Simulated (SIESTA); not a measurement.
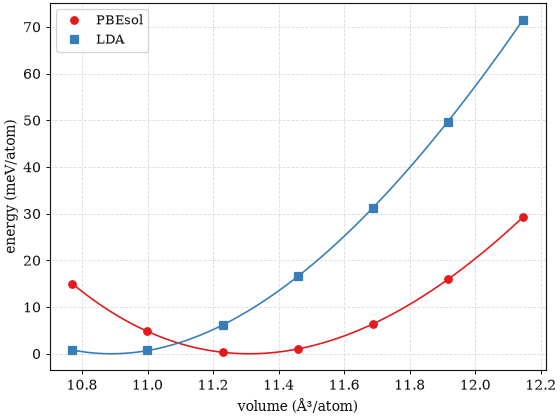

The figure shows the energy against volume, with one curve for each functional, for Cu (space group I4/mmm).

Computed with SIESTA 5.4.2: DFT in numerical atomic orbitals with pseudopotentials, no spin polarisation; energies at scaled volumes of the given cell, shape and fractions fixed, counted from the fit's minimum, third-order Birch-Murnaghan fit. All runs: no spin polarisation.

- k mesh: 13×13×13
- occupations: Fermi–Dirac
- smearing width: 0.05 eV
- potentials: PseudoDojo 0.4 standard, converted to PSML, two zetas on semicore shells

### Order the curves by fitted equilibrium volume, smallest first.

LDA 10.889, PBEsol 11.310 Å³/atom.

### Order the curves by fitted bulk modulus, smallest first.

PBEsol 171.8, LDA 197.9 GPa.

Caveats: mulliken charges of long orbitals; short basis over semicore shells; shape and atomic fractions are frozen while scaling, which makes layered, chain and framework solids too stiff.

The computed values:

PBEsol:
```json
{"volume (Å³/atom)": "10.77", "energy (meV/atom)": "14.98"}
{"volume (Å³/atom)": "11.00", "energy (meV/atom)": "4.77"}
{"volume (Å³/atom)": "11.23", "energy (meV/atom)": "0.37"}
{"volume (Å³/atom)": "11.46", "energy (meV/atom)": "0.95"}
{"volume (Å³/atom)": "11.69", "energy (meV/atom)": "6.39"}
{"volume (Å³/atom)": "11.92", "energy (meV/atom)": "15.97"}
{"volume (Å³/atom)": "12.15", "energy (meV/atom)": "29.26"}
```

LDA:
```json
{"volume (Å³/atom)": "10.77", "energy (meV/atom)": "0.81"}
{"volume (Å³/atom)": "11.00", "energy (meV/atom)": "0.71"}
{"volume (Å³/atom)": "11.23", "energy (meV/atom)": "6.08"}
{"volume (Å³/atom)": "11.46", "energy (meV/atom)": "16.58"}
{"volume (Å³/atom)": "11.69", "energy (meV/atom)": "31.23"}
{"volume (Å³/atom)": "11.92", "energy (meV/atom)": "49.72"}
{"volume (Å³/atom)": "12.15", "energy (meV/atom)": "71.53"}
```
